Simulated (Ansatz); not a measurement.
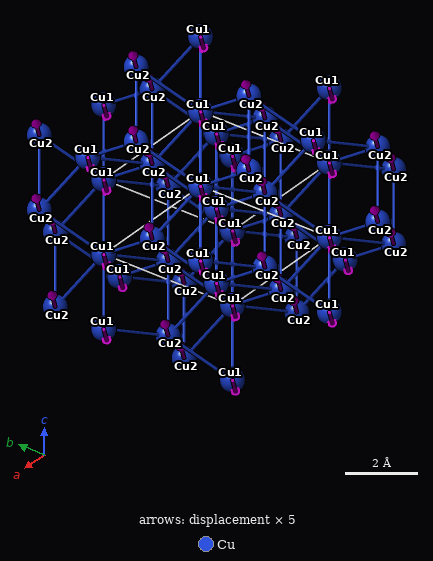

This is a relaxation of solid Cu (a generated structure, set up in I4_1/amd). The starting structure is drawn; purple arrows show the displacements (the part carried along by the change of the cell is left out), magnified 5 times.

The picture is a ball-and-stick view of the conventional cell (2 times the calculation's cell), seen from a free direction. Lengths and directions refer to the drawn axes.

Phase: beta-Sn type.

Method: Ansatz, DFT, LDA (PW92), plane waves (420 eV) with PAW, scalar-relativistic.

Input file:
```yaml
crystal:
  lattice:
    - [-2.2477036591, 2.2477036591, 1.2272461979]
    - [2.2477036591, -2.2477036591, 1.2272461979]
    - [2.2477036591, 2.2477036591, -1.2272461979]
  atoms:
    - { symbol: Cu, position: [0.0, 0.0, 0.0] }
    - { symbol: Cu, position: [0.75, 0.25, 0.5] }
hamiltonian:
  xc: lda
  pseudopotentials:
    kind: paw
    azcp:
      Cu: "pseudopotentials/Cu.paw.azcp"
basis:
  ecutwfc: 420
  fft_grid_basis: typed
kpoints:
  mp_grid: { grid: [14, 14, 10], shift: [0, 0, 0] }
magnetization:
  spin_polarized: false
scf:
  occupations: { method: fermi_dirac, width: 0.1 }
relax:
  max_steps: 60
  f_tol: 0.01
  cell: {}
```

What happened in the run?

Answer. The largest moves relative to the cell, 0.18 Å, are those of Cu1 and Cu2. Cu1 goes along [1 −1 0]. Cell: a = b 4.495 → 4.766 Å (+6.0 %), c 2.454 → 2.487 Å (+1.3 %), α 90.0° → 105.1°, β 90.0° → 105.1°, γ 90.0° → 53.8°. Volume −12.1 %. Among the contacts that change: Cu1–Cu1 3.407 → 2.489 Å, Cu1–Cu2 2.905 → 2.491 Å, Cu1–Cu2 (another image) 2.330 → 2.488 Å, Cu1–Cu1 (another image) 2.454 → 2.487 Å. New bonds form: Cu1–Cu1 (3.41 → 2.49 Å), Cu2–Cu2 (3.41 → 2.49 Å). Among the angles between lasting bonds that change: Cu2–Cu1–Cu2 94.0° → 146.3°, Cu2–Cu1–Cu2 94.0° → 60.0°, Cu2–Cu1–Cu2 94.0° → 109.6°. The space group (tolerance 0.01 Å) goes from I4_1/amd (No. 141) to P6_3/mmc (No. 194). Over 25 accepted moves (28 points after the start) the energy falls by 379 meV per atom. The largest force component goes from 0.0012 to under 0.0001 eV/Å. The pressure goes from −5.16 to 0.00 GPa. At 3 points the geometry stayed and the basis and grid were re-selected for the new cell (energy shift of 48.0 meV per atom at most each time). The program noted that a PAW file was made for another functional than the run's. The run took 110 s on 2 threads of Intel(R) Xeon(R) 6975P-C (Granite Rapids) (shared host), peak memory 0.56 GiB.
